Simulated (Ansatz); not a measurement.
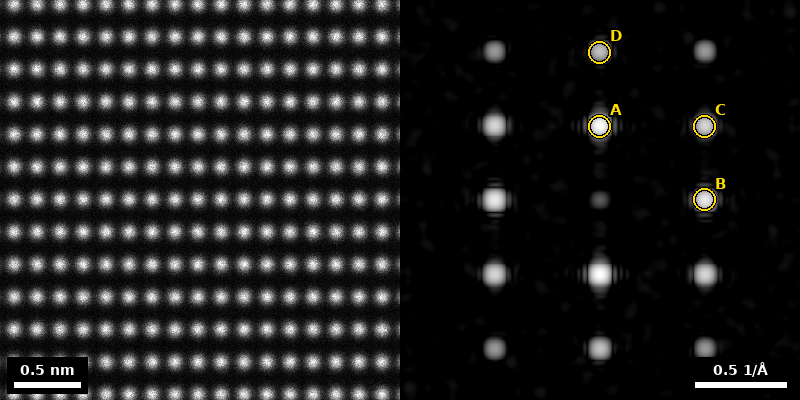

Z-contrast image of Cu (Pm-3m, No. 221) along [110]. Simulation: incoherent imaging, intensity Z^1.8 per atom, probe width 0.86 Å, thin sample. The probe carries 15 % of its weight in a tail 2.5 times as wide. Shot noise was added. Structure used: a calculation's starting geometry; the starting structure was generated, so it need not be a known form of this composition.

The right panel is the modulus of the image's Fourier transform on a logarithmic scale.

a = 2.439 Å, b = 2.439 Å, c = 2.439 Å, α = 90.00°, β = 90.00°, γ = 90.00°

Index the marked spots and give their plane spacings (the zone axis points at the viewer; indices equivalent by symmetry, or all signs reversed, are as good).

A: (0 0 -1), d = 2.44 Å; B: (1 -1 0), d = 1.72 Å; C: (1 -1 -1), d = 1.41 Å; D: (0 0 -2), d = 1.22 Å. A and B enclose 90°, and every spot obeys the zone law hu + kv + lw = 0 for [110].
